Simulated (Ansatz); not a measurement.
Single-point calculation of BP (part 1 of 2)

The run: single-point calculation of BP (F-43m, 2 atoms in the cell). Method and program: DFT, r2SCAN, plane waves, PAW, spin-polarised (Ansatz 0.2.0).

The structure derives from an entry of the Crystallography Open Database. Figures and captions count atoms from 1; the log counts them from 0 in places.

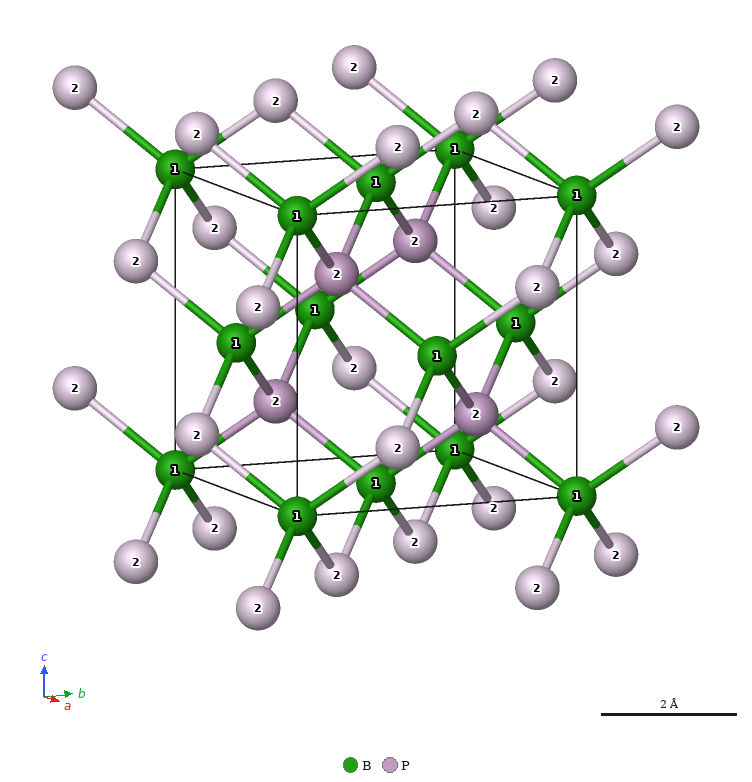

*The structure as given in the input (ball-and-stick view of the cell 4 times as large as that of the calculation, set on its symmetry axes, seen slightly off an axis; neighbours outside the cell are drawn fainter; atoms are numbered from 1 in the order of the input). An atom can appear more than once, as a periodic image.*

### Input file
```yaml
crystal:
  lattice:
    - [0.0, 2.2677136497, 2.2677136497]
    - [2.2677136497, 0.0, 2.2677136497]
    - [2.2677136497, 2.2677136497, 0.0]
  atoms:
    - { symbol: B, position: [0.0, 0.0, 0.0], spin: 1.0 }
    - { symbol: P, position: [0.75, 0.75, 0.75], spin: 1.0 }
basis:
  ecutwfc: 500
  ecutrho_ratio: 4
kpoints:
  mp_grid: { grid: [8, 8, 8] }
hamiltonian:
  xc: r2scan
  pseudopotentials: { kind: paw, source: ansatz }
scf:
  occupations: { method: fermi_dirac, width: 0.15 }
output:
  forces: true
  stress: true
  write_density: true
  write_potential: true
  elf: true
  volumetric_format: npy
magnetization:
  spin_polarized: true
```

Run on 4 threads of Arm Neoverse V2, 24 GiB of memory available, shared host.

Run as:
```bash
ansatz run input.yaml --threads 4 --pin off --max-ram 7168MiB --backend cpu --events-out ev --progress --plain --runs-dir out
```

### What the program printed
```
Warning: basis.ecutwfc = 500 eV is below the records' recommended 710 eV, and the density's cutoff is lower with it unless basis.ecutrho_ratio is high enough to keep the records' density cutoff: compare with a run at a higher cutoff
Warning: basis.ecutrho_ratio = 4 (ecutrho = 2000 eV) is below the records' recommended 3000 eV
Engine: ansatz 0.2.0, aarch64-unknown-linux-gnu
Pseudopotentials: kind: paw
Pseudopotential: B, paw, valence charge 3, recommended cutoff 710 eV (normal), B.paw.azcp
Pseudopotential: P, paw, valence charge 5, recommended cutoff 600 eV (normal), P.paw.azcp
Functional definition: r2SCAN
  parameter k0 = 0.174
  parameter k1 = 0.065
  parameter a1 = 4.9479
  exchange = r2scan_x(k0 = k0, k1 = k1, a1 = a1)
  correlation = r2scan_c
Crystal: 2 atoms, lattice volume = 23.324 Å³
Basis set: ecut = 500 eV, 609 PW (Γ), exchange–correlation on 96×96×96 points (64 copies of the dense FFT grid, shifted against one another)
Bands: 9, of which v1, the nominal top of the filled ones, is band 4 counted from 1 (3 counted from 0)
Symmetry: 24 space group operations
Space group: F-43m (ITA 216), of the structure as read, at distance tolerance 2.9e-5 Å
Magnetic group: BNS 216.74 (UNI 1576), of the structure as read, at distance tolerance 2.9e-5 Å
k-points: 29 of 512 (time reversal used)
Non-local potential: B, projectors of the file, l = 0: 3, l = 1: 2
Non-local potential: P, projectors of the file, l = 0: 2, l = 1: 2, l = 2: 1
PAW form: soft (Blöchl's): semilocal exchange-correlation on the pseudo side does not see the compensation charge
PAW frozen core: B, regenerated for the run's functional (the file was generated under x = pbe(κ = 0.804, μ = 0.2195149727645171), c = pbe(β = 0.06672455060314922))
PAW frozen core: P, regenerated for the run's functional (the file was generated under x = pbe(κ = 0.804, μ = 0.2195149727645171), c = pbe(β = 0.06672455060314922))
PAW one-centre angular grid: B, 302 points (default); XC on 160 Gauss nodes
PAW one-centre angular grid: P, 302 points (default); XC on 160 Gauss nodes
Initial density: superposition of atomic densities (chi_scale 0.1, normalization cell)
Starting moments: Σ|m| = 2 μB on 2 of 2 sites
Initial wavefunctions: pseudopotential atomic-orbital guess
Functional: x = r2scan, c = r2scan; τ floored in thin density (d = 2e-4 eV/Å³)
SCF iter   1: F=—  HF=-916.143080 eV  |F-HF|=—  |Δ(HF+E_count)|=         —  Δρ=7.20e-2 (↑5.55e-2 ↓7.20e-2)  dr2=1.78e0  dr2_τ=7.37e-2  dr2_m=5.01e-1  M=0.009 μB ∫|m|=0.121 μB  β_m=0.30  ethr=3.10e-3  ⟨swp⟩=6.1  Hψ=4654  notcnv=0
preconditioner: auto → none  [metal: Δε(μ)=0.218 eV  Ē_g=14.899 eV  σ=0.150 eV  W_gap=0.34  n_scr=0 (ndim 8)  ℏωp=21.7 eV  f_vac=0.000  D(μ)=0.05/eV (n_scr^D=0)]
SCF iter   2: F=—  HF=-916.149231 eV  |F-HF|=—  |Δ(HF+E_count)|=   6.15e-3  Δρ=4.83e-2 (↑3.59e-2 ↓4.83e-2)  dr2=5.01e-1  dr2_τ=2.09e-3  dr2_m=2.56e-1  M=0.004 μB ∫|m|=0.105 μB  β_m=0.30  ethr=3.10e-3  ⟨swp⟩=2.9  Hψ=1457  notcnv=0  defer=15  κ⁻¹=1.0e0(r=1)
SCF iter   3: F=—  HF=-916.383978 eV  |F-HF|=—  |Δ(HF+E_count)|=   2.35e-1  Δρ=2.76e-2 (↑2.38e-2 ↓2.76e-2)  dr2=4.85e-2  dr2_τ=7.24e-4  dr2_m=1.25e-1  M=0.002 μB ∫|m|=0.077 μB  β_m=0.30  ethr=3.10e-3  ⟨swp⟩=3.2  Hψ=1022  notcnv=0  defer=15  κ⁻¹=2.3e-2(r=2)
SCF iter   4: F=—  HF=-916.521732 eV  |F-HF|=—  |Δ(HF+E_count)|=   1.38e-1  Δρ=1.71e-2 (↑1.71e-2 ↓1.67e-2)  dr2=1.70e-3  dr2_τ=5.06e-5  dr2_m=6.02e-2  M=0.001 μB ∫|m|=0.065 μB  β_m=0.30  ethr=6.07e-4  ⟨swp⟩=3.0  Hψ=1009  notcnv=0  defer=15  κ⁻¹=7.1e-5(r=3)
SCF iter   5: F=—  HF=-916.586583 eV  |F-HF|=—  |Δ(HF+E_count)|=   6.49e-2  Δρ=1.18e-2 (↑1.18e-2 ↓1.17e-2)  dr2=6.85e-4  dr2_τ=2.78e-5  dr2_m=2.94e-2  M=0.001 μB ∫|m|=0.055 μB  β_m=0.30  ethr=2.12e-5  ⟨swp⟩=2.0  Hψ=741  notcnv=0  defer=15  κ⁻¹=4.9e-5(r=4)
SCF iter   6: F=—  HF=-916.618475 eV  |F-HF|=—  |Δ(HF+E_count)|=   3.19e-2  Δρ=8.25e-3 (↑8.21e-3 ↓8.25e-3)  dr2=1.37e-5  dr2_τ=1.10e-5  dr2_m=1.45e-2  M=0.000 μB ∫|m|=0.046 μB  β_m=0.30  ethr=8.56e-6  ⟨swp⟩=2.1  Hψ=741  notcnv=0  defer=15  κ⁻¹=1.3e-7(r=5)
SCF iter   7: F=—  HF=-916.634623 eV  |F-HF|=—  |Δ(HF+E_count)|=   1.61e-2  Δρ=5.79e-3 (↑5.78e-3 ↓5.79e-3)  dr2=3.39e-6  dr2_τ=4.91e-6  dr2_m=7.16e-3  M=0.000 μB ∫|m|=0.039 μB  β_m=0.30  ethr=1.72e-7  ⟨swp⟩=3.2  Hψ=961  notcnv=0  defer=15
Mixer restart at iter 7: flushing history
spin-set hold released at iteration 7 (site moments contracting): the magnetisation degrees of freedom join the quasi-Newton model from the next iteration; the mixer history was flushed
SCF iter   8: F=—  HF=-916.642811 eV  |F-HF|=—  |Δ(HF+E_count)|=   8.19e-3  Δρ=4.09e-3 (↑4.08e-3 ↓4.09e-3)  dr2=2.29e-6  dr2_τ=2.53e-6  dr2_m=3.56e-3  M=0.000 μB ∫|m|=0.033 μB  β_m=0.30  ethr=4.24e-8  ⟨swp⟩=3.2  Hψ=1034  notcnv=0  defer=14  κ⁻¹=1.0e0(r=1)
SCF iter   9: F=—  HF=-916.651446 eV  |F-HF|=—  |Δ(HF+E_count)|=   8.64e-3  Δρ=5.61e-4 (↑5.61e-4 ↓5.61e-4)  dr2=1.48e-7  dr2_τ=4.10e-7  dr2_m=6.72e-5  M=0.000 μB ∫|m|=0.017 μB  β_m=0.30  ethr=2.87e-8  ⟨swp⟩=4.2  Hψ=1196  notcnv=0  defer=14  κ⁻¹=1.4e-4(r=2)
SCF iter  10: F=—  HF=-916.651749 eV  |F-HF|=—  |Δ(HF+E_count)|=   3.03e-4  Δρ=1.77e-4 (↑1.41e-4 ↓1.77e-4)  dr2=4.15e-7  dr2_τ=1.03e-7  dr2_m=5.39e-6  M=0.000 μB ∫|m|=0.006 μB  β_m=0.30  ethr=1.25e-9  ⟨swp⟩=17.2  Hψ=6009  notcnv=0  κ⁻¹=4.9e-5(r=3)
SCF iter  11: F=—  HF=-916.651766 eV  |F-HF|=—  |Δ(HF+E_count)|=   1.72e-5  Δρ=1.02e-4 (↑7.99e-5 ↓1.02e-4)  dr2=1.42e-7  dr2_τ=1.37e-8  dr2_m=1.77e-6  M=0.000 μB ∫|m|=0.003 μB  β_m=0.32  ethr=1.85e-9  ⟨swp⟩=3.9  Hψ=1152  notcnv=0  κ⁻¹=1.1e-5(r=4)
SCF iter  12: F=—  HF=-916.651774 eV  |F-HF|=—  |Δ(HF+E_count)|=   7.63e-6  Δρ=3.95e-5 (↑3.95e-5 ↓2.45e-5)  dr2=1.79e-7  dr2_τ=3.42e-9  dr2_m=2.00e-7  M=0.000 μB ∫|m|=0.001 μB  β_m=0.31  ethr=1.25e-9  ⟨swp⟩=11.9  Hψ=4084  notcnv=0  κ⁻¹=6.3e-6(r=5)
SCF iter  13: F=—  HF=-916.651775 eV  |F-HF|=—  |Δ(HF+E_count)|=   8.82e-7  Δρ=1.71e-5 (↑1.71e-5 ↓9.94e-6)  dr2=1.07e-7  dr2_τ=9.04e-10  dr2_m=2.28e-8  M=-0.000 μB ∫|m|=0.000 μB  β_m=0.30  ethr=1.78e-9  ⟨swp⟩=2.6  Hψ=820  notcnv=0  κ⁻¹=2.6e-6(r=6)
SCF iter  14: F=—  HF=-916.651775 eV  |F-HF|=—  |Δ(HF+E_count)|=   6.87e-8  Δρ=4.43e-6 (↑3.91e-6 ↓4.43e-6)  dr2=2.71e-9  dr2_τ=9.41e-11  dr2_m=3.14e-9  M=-0.000 μB ∫|m|=0.000 μB  β_m=0.30  ethr=1.25e-9  ⟨swp⟩=9.7  Hψ=3377  notcnv=0  κ⁻¹=6.2e-8(r=7)
SCF iter  15: F=—  HF=-916.651775 eV  |F-HF|=—  |Δ(HF+E_count)|=   1.62e-8  Δρ=1.09e-6 (↑9.99e-7 ↓1.09e-6)  dr2=4.52e-10  dr2_τ=6.65e-12  dr2_m=1.55e-10  M=-0.000 μB ∫|m|=0.000 μB  β_m=0.30  ethr=3.39e-11  ⟨swp⟩=7.7  Hψ=2347  notcnv=0  κ⁻¹=1.2e-8(r=8)
SCF iter  16: F=—  HF=-916.651775 eV  |F-HF|=—  |Δ(HF+E_count)|=  8.23e-10  Δρ=3.87e-7 (↑3.87e-7 ↓3.66e-7)  dr2=4.55e-12  dr2_τ=5.69e-13  dr2_m=2.92e-11  M=-0.000 μB ∫|m|=0.000 μB  β_m=0.30  ethr=5.65e-12  ⟨swp⟩=6.8  Hψ=2029  notcnv=0  κ⁻¹=1.8e-9(r=8)
SCF iter  17: F=-916.651775 eV  HF=-916.651775 eV  |F-HF|=1.23e-11  |Δ(HF+E_count)|=  9.42e-11  Δρ=1.31e-7 (↑1.30e-7 ↓1.31e-7)  dr2=1.43e-13  dr2_τ=8.66e-14  dr2_m=3.54e-12  M=-0.000 μB ∫|m|=0.000 μB  ethr=1.00e-12  ⟨swp⟩=6.1  Hψ=1859  notcnv=0
SCF 1 converged in 17 iterations: F = -916.651775 eV  dr2 = 1.43e-13
  greatest PAW one-centre occupation: 0.435 electrons in one spin orbital (limit 2), on the P atom at site 1 (counted from 0), in its partial waves of l = 0
```

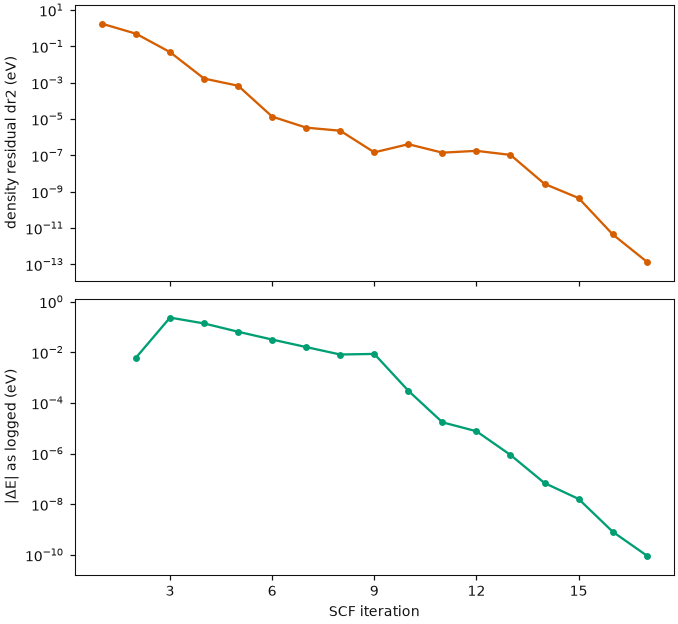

*Convergence of the self-consistent field: density residual dr2 and size of the energy change against the SCF iteration.*

The residual comes down, with one marked jump up, by a factor of about 3, at step 10.
